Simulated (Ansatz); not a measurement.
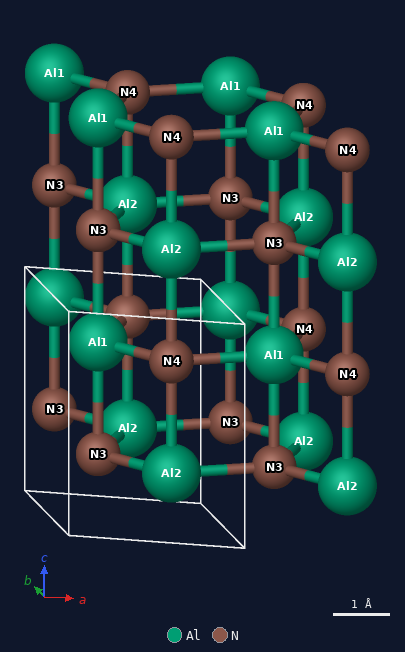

The starting point is a crystal of AlN (set up in P6_3/mmc). The picture is a ball-and-stick view of the cell of the calculation, repeated 2 × 2 × 2 with one cell outlined, seen slightly off an axis.

These are results of Ansatz, DFT PBE, scalar-relativistic, plane waves, PAW, not measurements. (plane-wave cutoff 420 eV; k-point mesh 9 × 9 × 6; occupations gaussian; smearing width 0.02 eV; no spin polarisation)

Change: The volume is changed by +6.0 %. The cell's shape and the atoms are relaxed at that volume.

Question: What does the calculation give for the changed structure?

Answer: It costs 20.1 meV per atom. The pressure goes from 0.0 to −10.2 GPa. The gap on the k-mesh: 3.25 eV before, 2.76 eV after. The volume changes by +6.0 %, with a = b 3.314 → 3.359 Å (+1.3 %), c 4.187 → 4.321 Å (+3.2 %). The atoms keep their places relative to the cell (all moves are under 0.005 Å). Near-neighbour distances before and after: Al–N 2.093 → 2.160 Å, Al–N 1.914 → 1.939 Å. The space group stays P6_3/mmc (No. 194).

Drawn alike, the variant:

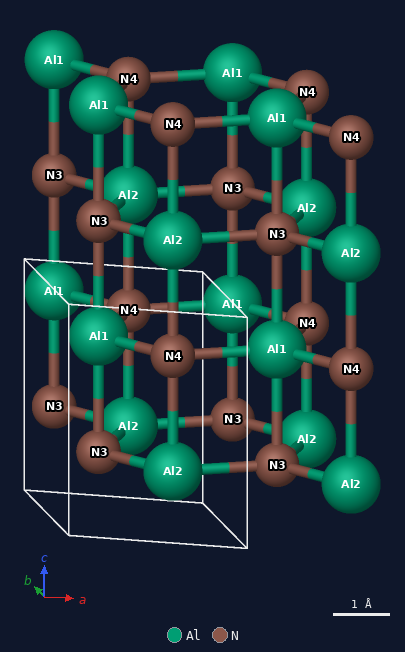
